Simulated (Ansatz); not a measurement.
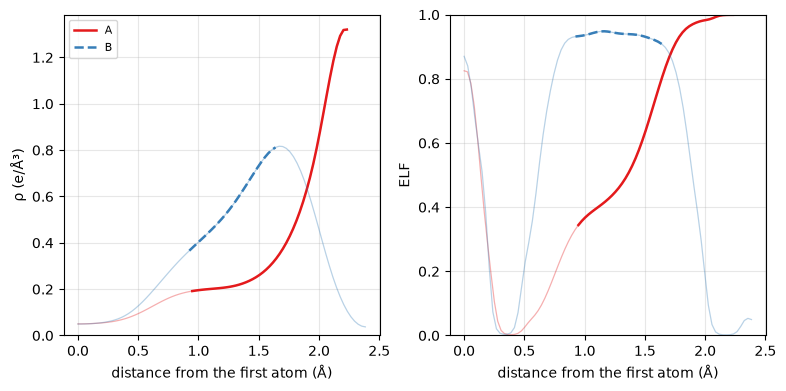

The picture shows: Al$_{6}$P$_{6}$H (cell charge +1, with a compensating background) (cell with a defect). Valence charge density (pseudo) and electron localisation function along straight lines between neighbouring atoms. Thin, pale parts lie inside the atomic spheres.

Not relaxed (largest force 1.4 eV/Å); PAW files of the earlier set (soft_1).

These are results of DFT PBE, scalar-relativistic, plane waves, PAW in Ansatz 0.2.0, not measurements.

The density is the valence pseudo-density of a PAW calculation; it isn't the true density close to the nuclei.

Input file:

```
crystal:
  lattice:
    - [-5.5065207324, -2.7532603662, 2.7532603662]
    - [-2.7532603662, 2.7532603662, 5.5065207324]
    - [-5.5065207324, 2.7532603662, -2.7532603662]
  atoms:
    - { symbol: Al, position: [0.1666666667, 0.6666666667, 0.5] }
    - { symbol: Al, position: [0.6666666667, 0.6666666667, 0.0] }
    - { symbol: Al, position: [0.5, 0.0, 0.5] }
    - { symbol: Al, position: [0.0, 0.0, 0.0] }
    - { symbol: Al, position: [0.3333333333, 0.3333333333, 0.0] }
    - { symbol: Al, position: [0.8333333333, 0.3333333333, 0.5] }
    - { symbol: P, position: [0.125, 1.0, 0.625] }
    - { symbol: P, position: [0.625, 1.0, 0.125] }
    - { symbol: P, position: [0.4583333333, 0.3333333333, 0.625] }
    - { symbol: P, position: [0.9583333333, 0.3333333333, 0.125] }
    - { symbol: P, position: [0.2916666667, 0.6666666667, 0.125] }
    - { symbol: P, position: [0.7916666667, 0.6666666667, 0.625] }
    - { symbol: H, position: [0.7569685067, 0.0555280559, -0.3263785765] }
total_charge: 1
basis:
  ecutwfc: 420
kpoints:
  mp_grid: { grid: [4, 4, 4] }
hamiltonian:
  xc: pbe
  pseudopotentials: { kind: paw, azcp: { folder: soft_1 } }
scf:
  occupations: { method: gaussian, width: 0.05 }
output:
  forces: true
  stress: true
  eigenvalues: true
  write_density: true
  write_potential: true
  elf: true
  volumetric_format: npy
```

Launched as:

```sh
ansatz run input.yaml --threads 4 --pin off --max-ram 8192MiB --backend cpu --events-out ev --progress --plain --runs-dir out
```

Q: Which curve belongs to which contact (Al–H and Al–P)? The first atom named is at distance zero.

A: Curve A: Al–H (2.23 Å): ρ at the midpoint is about 0.2 e/Å³; the ELF climbs to about 1 towards the hydrogen. Curve B: Al–P (2.38 Å): ρ at the midpoint is about 0.5 e/Å³; the ELF peaks at about 0.95 between the atoms, as expected for a covalent bond.
